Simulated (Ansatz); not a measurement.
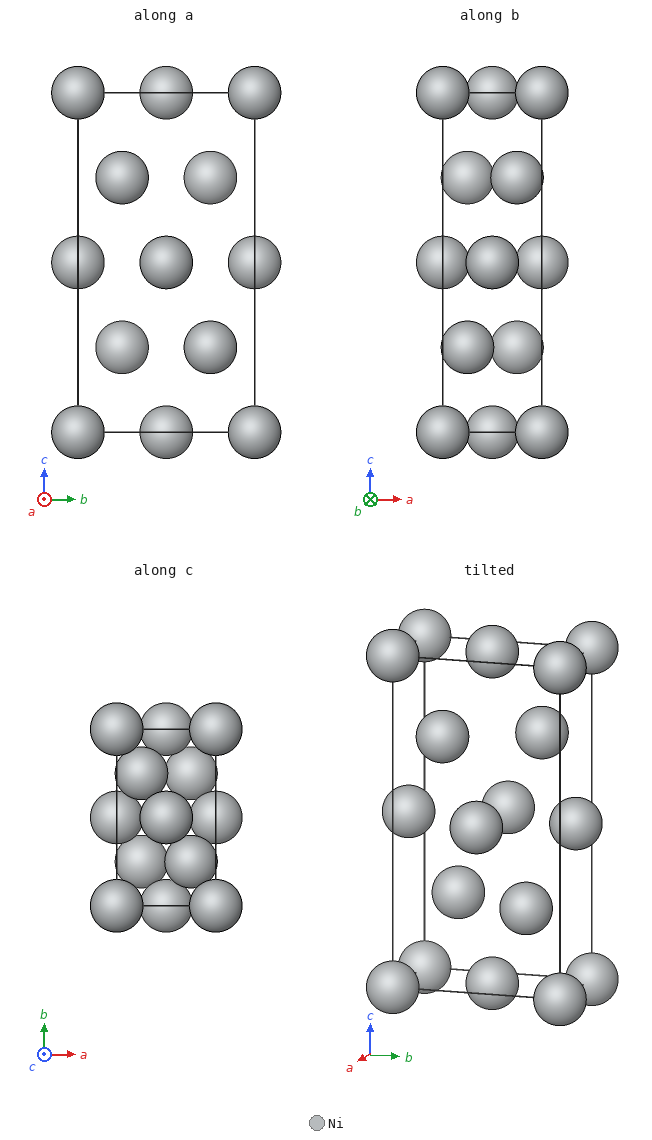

Spheres-only model, viewed along the a axis, along the b axis, along the c axis and slightly off an axis. The lines enclose the conventional unit cell; boundary atoms appear with their images.

Lattice parameters: a = 2.270 Å, b = 4.045 Å, c = 7.777 Å, α = 90.00°, β = 90.00°, γ = 90.00°.

### Reconstruct the structure as a table of Wyckoff sites.

Space group Fddd:1 (No. 70).
```
atom  site       x       y       z
  Ni    8a  0.0000  0.5000  0.5000
```

The structure was taken from a structure type filled with this element by a generator (whether the element takes this form wasn't checked). Earlier steps of the study may have refined or changed the cell and positions. It was run through Ansatz as a DFT input.

At this level of theory the cell isn't at rest (compressed, at 43 GPa), so its distances can differ from those at equilibrium, the more so the softer the solid.
